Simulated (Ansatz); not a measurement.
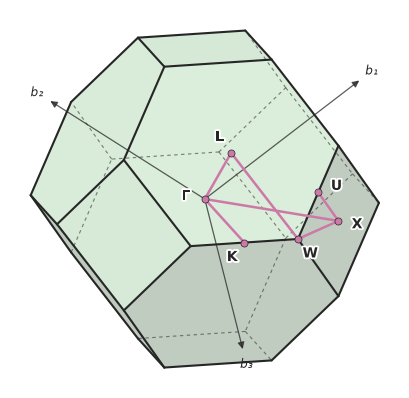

Crystal: VN, the end point of a relaxation with Ansatz 0.2.0, DFT PBE, scalar-relativistic, plane waves, PAW. The figure shows the first Brillouin zone with its special points and a band path. The drawing is computed from the coordinates (standard cell, symmetry found to 0.002 Å).

Labels and path follow the convention of Hinuma et al. (2017), as computed by seekpath; the arrows show the directions of the reciprocal primitive vectors b₁, b₂, b₃.

**Which Bravais lattice has this zone?**

A face-centred cubic lattice (cF; extended symbol cF2). The zone is a truncated octahedron in its combinatorial type: 14 faces (6 with 4 edges, 8 with 6 edges), 36 edges, 24 vertices.

**Write the standard path through the labelled points.**

Γ–X–U | K–Γ–L–W–X
